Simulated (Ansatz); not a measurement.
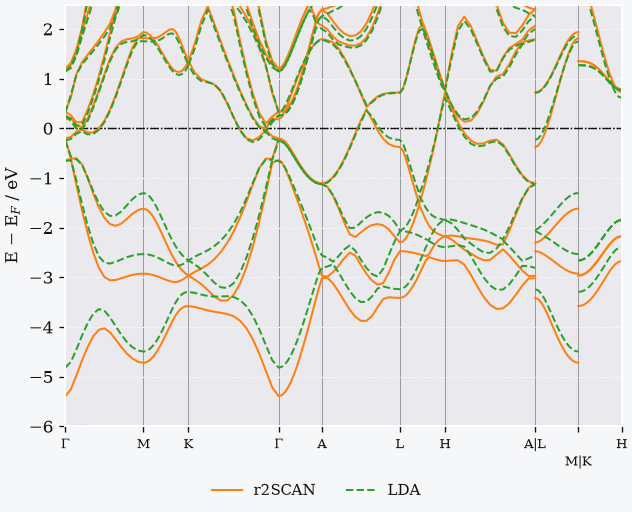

Band structures of CdI2-type Ta2N, space group P-3m1, 3 atoms in the cell (a = 3.113 Å, c = 4.870 Å (hexagonal axes)), by two methods on the same cell. Each is counted from its own Fermi level.

**What changes from one method to the other?**

Both give a metal. Levels within 1 eV of the Fermi level in either run differ by 0.05 eV on average and by 0.16 eV at most (between L and H). Filled levels 1 to 5 eV under it lie 0.27 eV deeper on average in r2SCAN than in LDA.

Settings. r2SCAN: Ansatz PAW, no spin polarisation, no spin-orbit coupling, 10×10×6 k mesh, 500 eV cutoff, Fermi-Dirac smearing of 0.05 eV (Ansatz 0.2.0). LDA: Ansatz PAW, no spin polarisation, no spin-orbit coupling, 10×10×6 k mesh, 420 eV cutoff, Fermi-Dirac smearing of 0.05 eV (Ansatz).

The cell is at −15 GPa in LDA and −5 GPa in r2SCAN. Spin-orbit coupling is left out, which matters for Ta. The PAW data sets were made with another functional. The cell comes from a database of computed structures, and whether it is the stable form of this composition wasn't checked.
